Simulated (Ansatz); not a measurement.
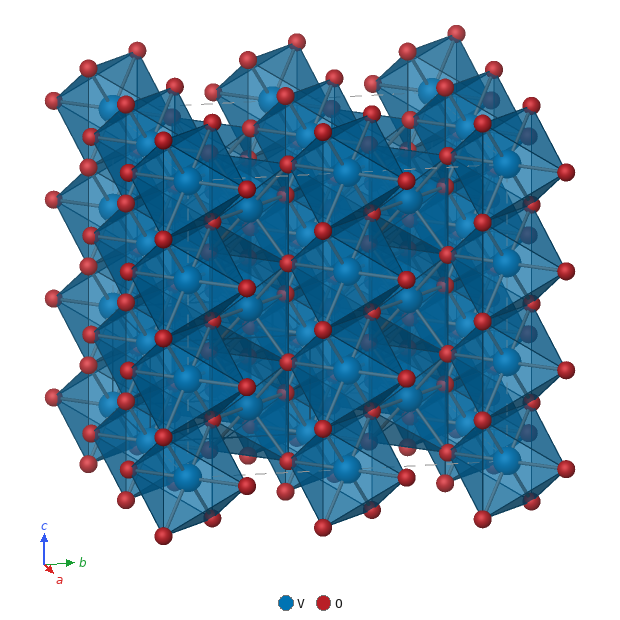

Polyhedra are drawn about V (bonds: O–V below 2.2 Å); other atoms are plain spheres.

VO2 (space group P4_2/mnm, No. 136): the end point of a relaxation with DFT PBE, scalar-relativistic, plane waves, PAW in Ansatz 0.2.0.

### What figure surrounds each V atom, and what does it share with the other drawn polyhedra?

V: VO6 octahedron, sharing corners with eight neighbours and edges with two neighbours.

### How do these polyhedra hang together as a whole?

They form a three-dimensional framework of corner- and edge-sharing octahedra.

### How far apart are the centres of linked polyhedra?

Centre to centre across a shared corner: 3.54 Å; across a shared edge: 2.84 Å.
